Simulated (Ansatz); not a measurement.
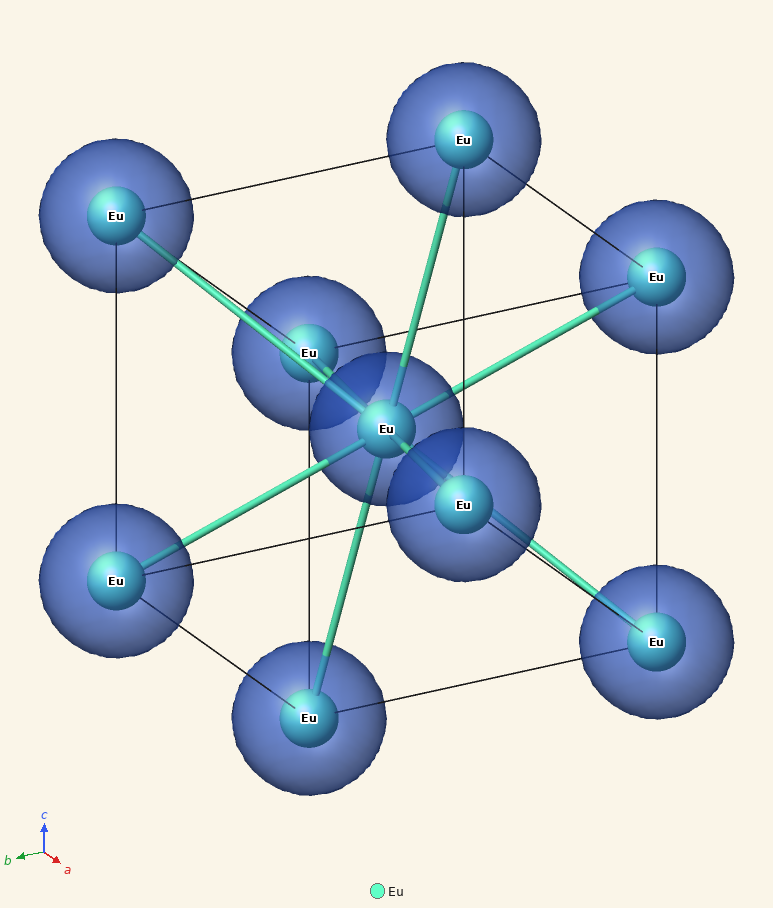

Eu. Isosurfaces of the magnetisation density (up minus down) at +0.3 (blue) and −0.3 e/Å³ (red), seen at an oblique angle. Sticks mark near contacts.

Space group Im-3m; no Hubbard U on the f states and no spin–orbit coupling; spin-polarised.

The calculation used Kohn-Sham DFT of a periodic cell, r2SCAN, Ansatz PAW (Ansatz 0.2.0).

The density is the valence pseudo-density of a PAW calculation; it isn't the true density close to the nuclei.

```cif
data_structure
_symmetry_space_group_name_H-M 'P 1'
_symmetry_Int_Tables_number 1
_cell_length_a 4.4517
_cell_length_b 4.4517
_cell_length_c 4.4517
_cell_angle_alpha 90.000
_cell_angle_beta 90.000
_cell_angle_gamma 90.000
_cell_volume 88.22
loop_
_atom_site_label
_atom_site_type_symbol
_atom_site_fract_x
_atom_site_fract_y
_atom_site_fract_z
_atom_site_occupancy
Eu1 Eu 0.00000 0.00000 0.00000 1
Eu2 Eu 0.50000 0.50000 0.50000 1
```

**Where is the spin, and how is it ordered?**

The spin density sits on Eu: +7.3 μB (×2) in one cell of 2 atoms: parallel moments, as they must be, since the calculation's own cell holds one magnetic site. The cell of the calculation (1 atoms) carries 7.8 μB of net spin moment. Only one sign reaches the isovalue.
